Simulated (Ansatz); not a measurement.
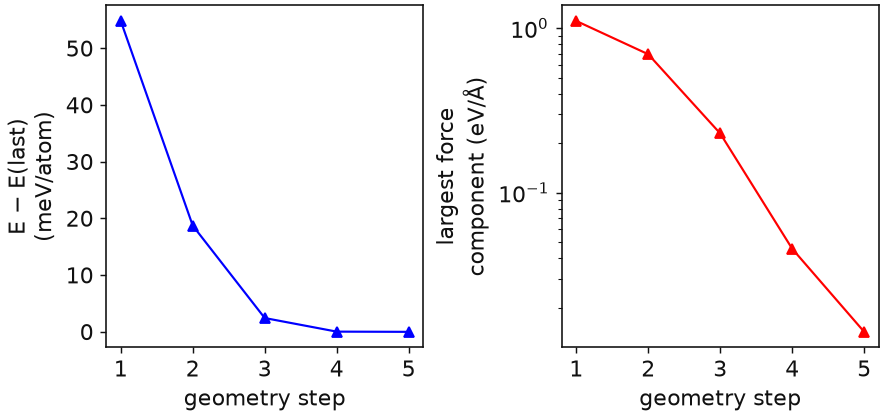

History of a geometry optimisation. The run: ZnS (slab, 16 atoms in the cell), by DFT PBE+D3(BJ), scalar-relativistic, plane waves, PAW in Ansatz 0.2.0; cutoff 420 eV, 4×5×1 k-mesh, Gaussian smearing of 0.05 eV. Only the atoms move.

The optimisation met its thresholds at geometry 5, counting the start as the first. The energy fell by about 55 meV/atom from the first step to the last. The largest force component goes from about 1.1 eV/Å at the start to 0.014 eV/Å at the end.
